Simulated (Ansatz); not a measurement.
Run report: WS$_{2}$, geometry relaxation

- system: WS$_{2}$ (P-6m2, 3 atoms in the cell)
- method: DFT r2SCAN, scalar-relativistic, plane waves, PAW, no spin polarisation (Ansatz 0.2.0)

The structure derives from a Materials Project entry. It belongs to a series of runs on one base structure; here: biaxial strain in the a-b plane, c and atoms relaxed: +4.5 %.

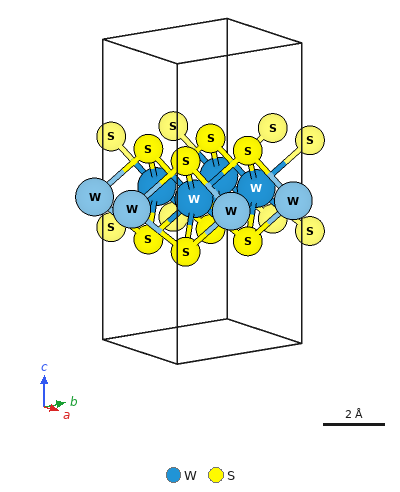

Fig. 1: The structure as given in the input (ball-and-stick view of the 2 × 2 repeat of the cell, with the vacuum cut short, seen slightly off an axis; neighbours outside the cell are drawn fainter). An atom can appear more than once, as a periodic image. Near neighbours in the periodic cell (some may lie outside the picture): W has 6 S at 2.44 Å; S has 3 W at 2.44 Å.

The input:
```yaml
crystal:
  lattice:
    - [3.3242446803, 0.0, 0.0]
    - [-1.6621223402, 2.8788803416, 0.0]
    - [0.0, 0.0, 16.4930700201]
  atoms:
    - { symbol: W, position: [0.3333333333, 0.6666666667, 0.0] }
    - { symbol: S, position: [0.6666666667, 0.3333333333, 0.9081801431] }
    - { symbol: S, position: [0.6666666667, 0.3333333333, 0.0918198569] }
basis:
  ecutwfc: 500
kpoints:
  mp_grid: { grid: [12, 12, 2] }
hamiltonian:
  xc: r2scan
scf:
  occupations: { method: gaussian, width: 0.02 }
output:
  forces: true
  stress: true
  eigenvalues: true
  write_density: true
  write_potential: true
  elf: true
  volumetric_format: npy
relax:
  adjacent_minimum: "off"
  f_tol: 0.008
  max_steps: 40
  cell: { stress_tol: 0.015, fix: [a, b, gamma] }
```

Run as:
```bash
ansatz run input.yaml --threads 1 --pin off --max-ram 2560MiB --backend cpu --events-out ev --progress --plain --runs-dir out
```

Log:
```
Engine: ansatz 0.2.0, x86_64-unknown-linux-gnu
Pseudopotentials: kind: paw
Pseudopotential: W, paw, valence charge 14, recommended cutoff 500 eV (meta_gga), W.paw.azcp
Pseudopotential: S, paw, valence charge 6, recommended cutoff 500 eV (meta_gga), S.paw.azcp
Functional definition: r2SCAN
  parameter k0 = 0.174
  parameter k1 = 0.065
  parameter a1 = 4.9479
  exchange = r2scan_x(k0 = k0, k1 = k1, a1 = a1)
  correlation = r2scan_c
Crystal: 3 atoms, lattice volume = 157.840 Å³
Basis set: ecut = 500 eV, 3925 PW (Γ), exchange–correlation on 100×100×500 points (64 copies of the dense FFT grid, shifted against one another)
Bands: 17, of which v1, the nominal top of the filled ones, is band 13 counted from 1 (12 counted from 0)
Symmetry: 12 space group operations
Space group: P-6m2 (ITA 187), of the structure as read, at distance tolerance 5.4e-5 Å
k-points: 38 of 288 (time reversal used)
Non-local potential: W, projectors of the file, l = 0: 3, l = 1: 2, l = 2: 2, l = 3: 1
Non-local potential: S, projectors of the file, l = 0: 2, l = 1: 2, l = 2: 2
PAW form: soft (Blöchl's): semilocal exchange-correlation on the pseudo side does not see the compensation charge
PAW frozen core: W, regenerated for the run's functional (the file was generated under x = pbe(κ = 0.804, μ = 0.2195149727645171), c = pbe(β = 0.06672455060314922))
PAW frozen core: S, regenerated for the run's functional (the file was generated under x = pbe(κ = 0.804, μ = 0.2195149727645171), c = pbe(β = 0.06672455060314922))
PAW one-centre angular grid: W, 590 points (default); XC on 160 Gauss nodes
PAW one-centre angular grid: S, 302 points (default); XC on 160 Gauss nodes
Initial density: superposition of atomic densities (neutral atoms: chi_scale 0, normalization atom), corrected by the library's trained network
Initial wavefunctions: pseudopotential atomic-orbital guess
Functional: x = r2scan, c = r2scan; τ floored in thin density (d = 2e-4 eV/Å³)
SCF iter   1: F=—  HF=-12211.358269 eV  |F-HF|=—  |Δ(HF+E_count)|=         —  Δρ=4.32e-3  dr2=1.82e-2  dr2_τ=6.65e-2  ethr=1.77e-3  ⟨swp⟩=9.3  Hψ=4499  notcnv=0
preconditioner: auto → none  [insulator: Δε(μ)=0.826 eV  Ē_g=8.779 eV  σ=0.020 eV  W_gap=1.00  n_scr=10 (ndim 8)  ℏωp=12.5 eV  f_vac=0.608  D(μ)=0.00/eV (n_scr^D=0)  ε∞_Penn≈3.0]
SCF iter   2: F=—  HF=-12211.418631 eV  |F-HF|=—  |Δ(HF+E_count)|=   6.04e-2  Δρ=3.24e-3  dr2=3.22e-2  dr2_τ=2.13e-3  ethr=6.99e-5  ⟨swp⟩=3.9  Hψ=1981  notcnv=0
SCF iter   3: F=—  HF=-12211.416120 eV  |F-HF|=—  |Δ(HF+E_count)|=   2.51e-3  Δρ=1.94e-3  dr2=5.77e-3  dr2_τ=5.80e-4  ethr=6.99e-5  ⟨swp⟩=3.0  Hψ=1199  notcnv=0
SCF iter   4: F=—  HF=-12211.417924 eV  |F-HF|=—  |Δ(HF+E_count)|=   1.80e-3  Δρ=6.84e-4  dr2=4.37e-4  dr2_τ=4.18e-5  ethr=2.22e-5  ⟨swp⟩=2.0  Hψ=1062  notcnv=0
SCF iter   5: F=—  HF=-12211.418557 eV  |F-HF|=—  |Δ(HF+E_count)|=   6.33e-4  Δρ=1.40e-4  dr2=4.46e-5  dr2_τ=1.88e-6  ethr=1.68e-6  ⟨swp⟩=2.8  Hψ=1424  notcnv=0
SCF iter   6: F=—  HF=-12211.418555 eV  |F-HF|=—  |Δ(HF+E_count)|=   2.10e-6  Δρ=3.10e-5  dr2=7.46e-7  dr2_τ=5.81e-8  ethr=1.72e-7  ⟨swp⟩=2.2  Hψ=934  notcnv=0
SCF iter   7: F=-12211.418556 eV  HF=-12211.418556 eV  |F-HF|=3.18e-8  |Δ(HF+E_count)|=   1.60e-6  Δρ=7.45e-6  dr2=5.89e-8  dr2_τ=5.58e-9  ethr=3.85e-10  ⟨swp⟩=15.2  Hψ=6486  notcnv=0
SCF 1 converged in 7 iterations: F = -12211.418556 eV  dr2 = 5.89e-8
  greatest PAW one-centre occupation: 0.999 electrons in one spin orbital (limit 2), on the W atom at site 0 (counted from 0), in its partial waves of l = 0
relax step   1: F+E_penalty+E_count = -12211.41855650 eV  Δ(F+E_penalty+E_count) = +0.000e0 eV  max|allowed force component| = 2.652e-3 eV/Å  Δτ_max = 0.0000 Å  P = -2.944 GPa  Ω = 157.840 Å³  fix = [a, b, gamma]  reactions: a -4.412, b -4.412 GPa  (7 SCF iters, dr2 threshold 1.00e-7 eV, accepted)
Initial density: handed on by an earlier stage of this run
Initial wavefunctions: pseudopotential atomic-orbital guess (no wavefunctions were taken with the density)
iter 1 solved again at ethr=3.44e-7 eV; its pass at ethr=3.10e-3 eV (dr2=8.95e-5 eV) is discarded
SCF iter   1: F=—  HF=-12211.418560 eV  |F-HF|=—  |Δ(HF+E_count)|=         —  Δρ=7.31e-6  dr2=5.69e-8  dr2_τ=5.20e-9  ethr=3.44e-7  ⟨swp⟩=4.1  Hψ=6726  notcnv=0
eigensolver tolerance schedule: the retry pair's looser diagonalisation over-reported the residual by 1573.59 of it (diagonalisation noise at 0.21 of the residual, at the tolerance the schedule requests for it); recorded, not acted on — ethr = c·dr2/N_el stays at c = 1.0e-1
preconditioner: auto → none  [insulator: Δε(μ)=0.841 eV  Ē_g=8.799 eV  σ=0.020 eV  W_gap=1.00  n_scr=10 (ndim 8)  ℏωp=12.5 eV  f_vac=0.608  D(μ)=0.00/eV (n_scr^D=0)  ε∞_Penn≈3.0]
SCF iter   2: F=—  HF=-12211.418557 eV  |F-HF|=—  |Δ(HF+E_count)|=   3.86e-6  Δρ=4.75e-6  dr2=5.21e-8  dr2_τ=5.81e-9  ethr=2.19e-10  ⟨swp⟩=4.0  Hψ=1668  notcnv=0
SCF iter   3: F=—  HF=-12211.418557 eV  |F-HF|=—  |Δ(HF+E_count)|=   2.14e-9  Δρ=3.22e-6  dr2=1.93e-8  dr2_τ=1.31e-9  ethr=2.00e-10  ⟨swp⟩=2.1  Hψ=936  notcnv=0
SCF iter   4: F=—  HF=-12211.418557 eV  |F-HF|=—  |Δ(HF+E_count)|=   6.73e-9  Δρ=1.71e-6  dr2=3.17e-9  dr2_τ=1.20e-10  ethr=7.41e-11  ⟨swp⟩=2.2  Hψ=876  notcnv=0
SCF iter   5: F=—  HF=-12211.418557 eV  |F-HF|=—  |Δ(HF+E_count)|=   3.94e-9  Δρ=4.11e-7  dr2=1.92e-10  dr2_τ=7.54e-12  ethr=1.22e-11  ⟨swp⟩=2.6  Hψ=1092  notcnv=0
SCF iter   6: F=—  HF=-12211.418557 eV  |F-HF|=—  |Δ(HF+E_count)|=  3.04e-10  Δρ=5.76e-8  dr2=3.53e-12  dr2_τ=2.48e-13  ethr=1.00e-12  ⟨swp⟩=2.5  Hψ=1204  notcnv=0
SCF iter   7: F=-12211.418557 eV  HF=-12211.418557 eV  |F-HF|=1.82e-12  |Δ(HF+E_count)|=  1.27e-11  Δρ=8.03e-9  dr2=5.40e-14  dr2_τ=6.05e-15  ethr=1.00e-12  ⟨swp⟩=7.8  Hψ=3622  notcnv=0
SCF 2 converged in 7 iterations: F = -12211.418557 eV  dr2 = 5.40e-14
relax step   2: F+E_penalty+E_count = -12211.41855653 eV  Δ(F+E_penalty+E_count) = -2.734e-8 eV  max|allowed force component| = 2.730e-3 eV/Å  Δτ_max = 0.0000 Å  P = -2.944 GPa  Ω = 157.840 Å³  fix = [a, b, gamma]  reactions: a -4.413, b -4.413 GPa  stress off target by 8.37e-3 GPa on what of the cell is left free  SCF on the basis re-selected at this cell (its energy is not comparable with the rows above)  (7 SCF iters)
```

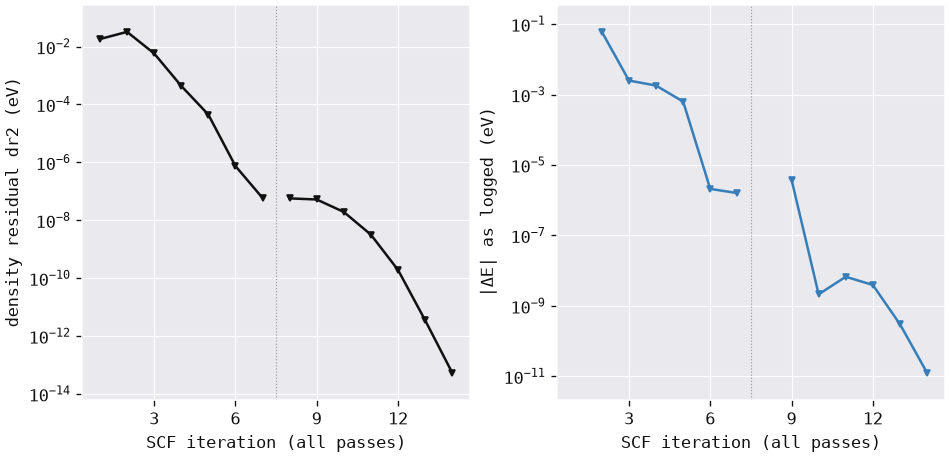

Fig. 2: Convergence of the self-consistent field: density residual dr2 and size of the energy change against the SCF iteration. The dotted lines part the SCF passes of the relaxation: geometry steps, rejected trials and re-solves on a re-selected basis. The passes take 7 and 7 iterations.

```
basis re-selected at this cell: Δ(F+E_penalty+E_count) = -2.734e-8 eV, ΔP = -0.000 GPa vs the last step (what re-selecting the basis moved, of the pressure what is left beyond the Pulay correction that the steps carried, after the strain that the cell walked since its last selection, with what the two solves' SCF thresholds leave and, on support functions, any second-order correction that the steps lacked; it is no measure of the basis error at this ecutwfc). This SCF's stress stands 8.37e-3 GPa from its target on what of the cell is left free (relax.cell.stress_tol is 1.50e-2 GPa) and its largest allowed force component is 2.73e-3 eV/Å (relax.f_tol is 8.00e-3 eV/Å): within both
WARN: The output density's exchange-correlation potential varies sharply where the density is thin. Do not read a vacuum level from v_tot or v_xc, or from such a field of the output density. On a cell that repeats whose density bears no net charge and no dipole along the vacuum's axis use v_es (v_loc + v_h of the components); under efield.dipole_correction with no amplitude use v_es + v_field, which holds any external_charges[].barrier, or the levels of the report's work_function block, which leave it out; under a non-zero efield.amplitude the vacuum is tilted and has no level; on a cell that repeats and bears such a dipole with no correction it is tilted too, and efield.dipole_correction with no amplitude gives each side of its ramp a level where efield: is served; in a cell that repeats whose density bears a net charge (total_charge, or a fill off its count) it is curved and has none; of a slab under crystal.periodic whose density bears no net charge use v_es, which has a level on each side, short of where the two are joined; of another it falls or rises all the way out and has none; of a slab beside external_charges read slab_vacuum_level instead, which it has where they leave it neutral. The grid or the basis barely resolves most such structure, and the values can differ between equally converged runs; as a rule a tighter scf.convergence.dr2_threshold does not remove it. Where the density itself ripples (under the LDA too) a higher basis.ecutwfc lessens it. The files hold the spikes' plane waves up to the density's cutoff. Files: v_tot_of_output_density and the like, and their columns of v_z.tsv (output.write_potential); v_xc_of_output_density and the like, and their columns of v_comp_z.tsv (output.write_potential_components). Measured: with its Gaussian average of σ = 0.25 Å subtracted twice, the exchange-correlation potential is over 0.1 eV at 2306 of the grid points where the equally averaged density (valence and model cores) is under 1e-3 e/Å³, and 0.701 eV at the most among them, at an averaged density of 1.2e-8 e/Å³. The input density's (outcome.potential() and, of a run that writes arrays, v_tot and v_xc) is over 0.1 eV, so measured, at 2252 points of its own thin density, 0.525 eV at the most. See output.write_potential in the manual, Limitations
SCF converged after 7 iterations
Free energy (F): -12211.418557 eV
Harris-Foulkes:  -12211.418557 eV  (|F-HF|=1.82e-12)
Internal energy: -12211.418557 eV  (E = F + TS)
E sigma→0 (E₀):  -12211.418557 eV
Fermi energy:    0.562768 eV
--- Per-component energies (eV) ---
  E_band       = -497.402802
  E_kinetic    = 661.242468
  E_local      = -11204.467371  (includes V_loc(G=0)·N_el)
  E_nonlocal   = 57.607990
  E_hartree    = 5278.086199
  E_xc         = -431.056862
  E_vxc        = -447.068968  (∫ρ·V_xc dr)
  E_paw        = -9811.934875  (= ΣΔE_a)
  E_vpaw       = -143.326798  (= ΣTr[D̂ρ^β])
  E_aug_tail   = -0.000047  (compensation charges beyond the density's cutoff)
  E_vtau       = 22.437523  (kinetic-family band-sum trace: ∫τ·v_τ [+ j·A + Jᵃ·Aᵃ] dr)
  E_ewald      = 3239.911424
  E_core_change = -0.807482  (= ΣΔE_core)
  E_smearing   = -0.000000  (= −TS)
  E_closure    = 0.000000  (closes the sum)
  Σ components = -12211.418557   (vs F -12211.418557, Δ=0.00e0)
--- Forces (eV/Å), atoms counted from 1 ---
  atom   1  W     -0.00000000    -0.00000000    -0.00000000
  atom   2  S      0.00000000     0.00000000     0.00272993
  atom   3  S     -0.00000000     0.00000000    -0.00272993
  max |Σ_I F_I| component: 5.64e-18 eV/Å
--- Stress (GPa, compression-positive) ---
       -4.412542       0.000000      -0.000000
        0.000000      -4.412542       0.000000
       -0.000000       0.000000      -0.008374
  P = ⅓ Tr σ = -2.9445 GPa (-29.445 kbar)
--- Band table (eV; the first three rows and the last of 38) ---
  k-point 0: bands = ["-76.3904", "-39.9260", "-39.9074", "-39.9074", "-15.4372", "-13.6432", "-6.4467", "-3.6505", "-3.6505", "-2.4030", "-2.4030", "-2.0056", "0.1425", "2.4407", "2.4407", "2.7436", "2.7436"]
  k-point 1: bands = ["-76.3904", "-39.9261", "-39.9074", "-39.9074", "-15.4372", "-13.6432", "-6.4467", "-3.6505", "-3.6505", "-2.4030", "-2.4030", "-2.0056", "0.1426", "2.4407", "2.4407", "2.7436", "2.7436"]
  k-point 2: bands = ["-76.3897", "-39.9233", "-39.9228", "-39.9110", "-15.3376", "-13.6129", "-6.3300", "-3.9058", "-3.5531", "-2.8359", "-2.5559", "-1.7276", "0.0221", "2.3756", "2.5797", "2.6427", "2.6441"]
  k-point 37: bands = ["-76.3792", "-40.0777", "-40.0509", "-39.8794", "-13.4235", "-13.0164", "-5.9303", "-5.6431", "-4.7529", "-4.3406", "-3.4563", "-2.4257", "-0.4241", "0.9833", "3.5330", "3.6163", "4.8415"]
--- Relaxed structure (1 steps of the walk, 1 accepted, 1 SCFs on fresh bases) ---
  F+E_penalty+E_count = -12211.41855653 eV   max|allowed force component| = 2.730e-3 eV/Å   (the final SCF, on the basis selected at the relaxed cell)
  cell:  # Å, volume = 157.8404 Å³
    - [3.3242446803374817, 2.8867615455603397e-11, 0.0]
    - [-1.6621223401937408, 2.878880341553106, 0.0]
    - [0.0, 0.0, 16.4930700201]
  atoms:
    - { symbol: W, position: [0.33333333333333326, 0.6666666666666665, 0.0] }
    - { symbol: S, position: [0.6666666666666666, 0.33333333333333326, 0.9081801431000001] }
    - { symbol: S, position: [0.6666666666666666, 0.33333333333333326, 0.0918198569] }
```

Trajectory as extended XYZ (Å, eV, eV/Å), 2 frames, from step=1 to step=2:
```
3
Lattice="3.3242 0.0000 0.0000 -1.6621 2.8789 0.0000 0.0000 0.0000 16.4931" Properties=species:S:1:pos:R:3:forces:R:3 step=1 energy=-12211.41856 pressure_GPa=-2.94
W     0.0000    1.9193    0.0000    0.0000   0.0000   0.0000
S     1.6621    0.9596   14.9787    0.0000   0.0000   0.0027
S     1.6621    0.9596    1.5144    0.0000   0.0000  -0.0027
3
Lattice="3.3242 0.0000 0.0000 -1.6621 2.8789 0.0000 0.0000 0.0000 16.4931" Properties=species:S:1:pos:R:3:forces:R:3 step=2 energy=-12211.41856 pressure_GPa=-2.94
W     0.0000    1.9193    0.0000    0.0000   0.0000   0.0000
S     1.6621    0.9596   14.9787    0.0000   0.0000   0.0027
S     1.6621    0.9596    1.5144    0.0000   0.0000  -0.0027
```

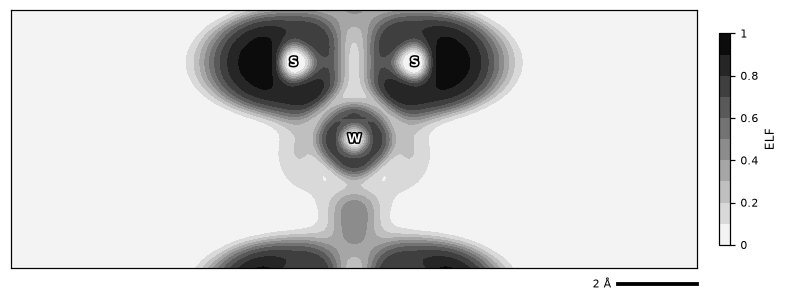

Fig. 3: ELF on the (110) plane of the conventional cell. The section cuts through W and S sites. W–S (2.44 Å): the ELF is about 0.50 at the midpoint. The strong features right at W lie inside the PAW spheres (semicore, d or f shells) and say nothing about bonding. In a PAW calculation such maps are meaningful between the atoms, not at the nuclei.

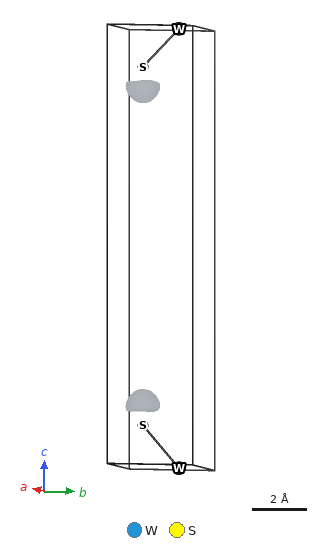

Fig. 4: Isosurface of the electron localisation function at 0.9 (grey), seen at an oblique angle. Core shells and regions of very low density are left out. Sticks mark near contacts. The outline is the cell set on symmetry axes. Values along the shortest contacts: W–S (2.44 Å): the ELF is about 0.50 at the midpoint.

Summary:

| quantity | value |
| --- | --- |
| outcome | converged |
| space group (tolerance 0.01 Å) | P-6m2 (187) |
| electrons treated | 26 |
| free energy | −12211.4186 eV |
| Fermi energy | 0.563 eV |
| gap on the k-point mesh | 0.84 eV |
| pressure | −2.94 GPa |
| final volume | 157.84 Å³ |
| largest force (length of the vector) at the end | 0.003 eV/Å |
| final cell | a = 3.324 Å, b = 3.324 Å, c = 16.493 Å, α = 90.00°, β = 90.00°, γ = 120.00° |
| hardware | 1 thread of AMD EPYC (Zen 3), 189 GiB of memory available, shared host |
| wall time | 1.8 min |
| peak memory | 0.72 GiB |

Warnings of the run: the exchange-correlation potential is rough where the density is thin. Spin–orbit coupling is left out, which matters for W.
